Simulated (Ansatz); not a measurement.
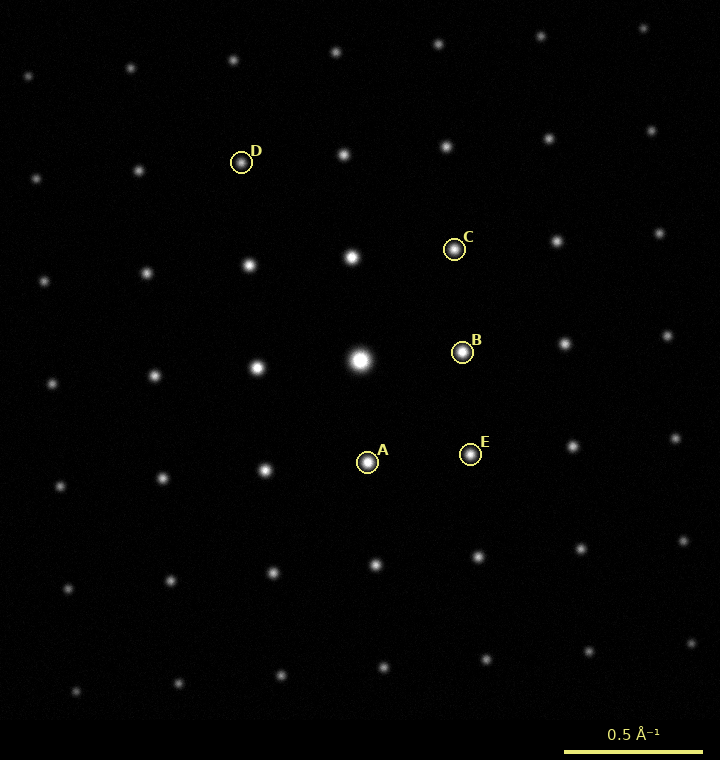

Simulated selected-area electron diffraction pattern (80 kV, kinematic approximation, thin crystal, B = 0.5 Å² for all atoms). The zone axis points towards the electron source and the pattern is seen from the source side.

Crystal: Ga, space group Pm-3m (No. 221), a = 2.67 Å. Structure: the geometry relaxed with DFT, r2SCAN, plane waves (500 eV) with PAW, scalar-relativistic in Ansatz; the starting structure was generated, so it need not be a known form of this composition.

```cif
data_structure
_symmetry_space_group_name_H-M 'Pm-3m'
_symmetry_Int_Tables_number 221
_cell_length_a 2.6706
_cell_length_b 2.6706
_cell_length_c 2.6706
_cell_angle_alpha 90.000
_cell_angle_beta 90.000
_cell_angle_gamma 90.000
_cell_volume 19.05
loop_
_atom_site_label
_atom_site_type_symbol
_atom_site_symmetry_multiplicity
_atom_site_Wyckoff_symbol
_atom_site_fract_x
_atom_site_fract_y
_atom_site_fract_z
_atom_site_occupancy
Ga1 Ga 1 a 0.00000 0.00000 0.00000 1
```

Spot A is indexed -1 0 0 and spot B 0 -1 0.

Question: Index the other marked spots.

Answer: C = −A + B = 1 -1 0 (d = 1.888 Å). D = −2A − B = 2 1 0 (d = 1.194 Å). E = A + B = -1 -1 0 (d = 1.888 Å).

Question: Give [uvw].

Answer: The cross product of A and B is parallel to [001]; every spot obeys hu + kv + lw = 0.
